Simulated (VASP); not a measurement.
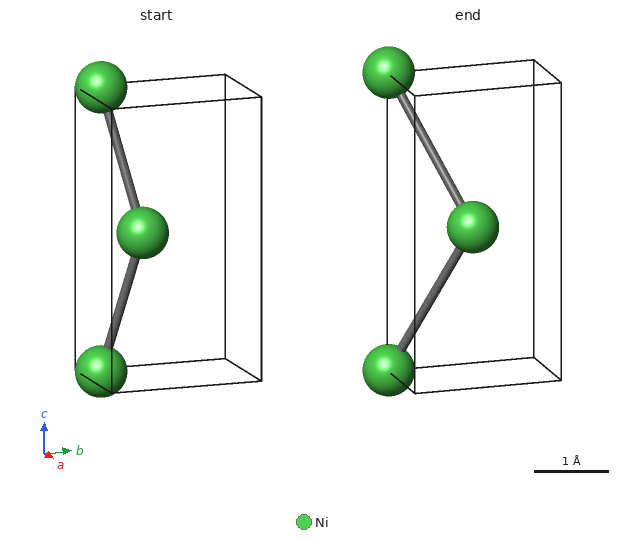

The structure of crystalline Ni (set up in P-1) before (left) and after (right) a relaxation, at one scale.

Style: ball-and-stick. Shown: the cell of the calculation, slightly off an axis.

The run lets cell and atoms move.

Theory: Kohn-Sham DFT of a periodic cell, PBE, VASP PAW PBE potentials, recommended (VASP).

The input:
```
PREC = Accurate
ENCUT = 600
EDIFF = 1E-6
ISMEAR = 1
SIGMA = 0.2
LREAL = F
LASPH = T
NELM = 120
ALGO = Normal
ISIF = 3
LWAVE = F
LCHARG = F
ISPIN = 2
MAGMOM = 1 1
LORBIT = 11
LMAXMIX = 4
GGA = PE
IBRION = 2
NSW = 60
EDIFFG = -0.01
```

Launched with:
```bash
cat potpaw_PBE.64/Ni/POTCAR > POTCAR
mpirun -np 1 vasp_std > vasp.out
```

Q: Summarise the run.

A: The run was cut off at its time limit before the relaxation converged, so the last structure is only a point on the way. The largest moves relative to the cell, 0.35 Å, are those of Ni atoms. The volume changes by +2.6 %, with a 2.397 → 2.425 Å (+1.2 %), b 2.397 → 2.424 Å (+1.2 %), c 3.914 → 4.099 Å (+4.7 %), γ 109.5° → 115.5°. Some distances before and after: Ni–Ni 2.902 → 2.426 Å, Ni–Ni 2.047 → 2.425 Å, Ni–Ni 2.068 → 2.425 Å, Ni–Ni 2.767 → 2.587 Å. The space group (tolerance 0.01 Å) goes from P-1 (No. 2) to Cmcm (No. 63). Over 15 geometry steps the energy falls by 542 meV per atom. The largest force component goes from 2.4 to 0.012 eV/Å. Pressure: 26.74 GPa at the start and −14.38 GPa at the end.
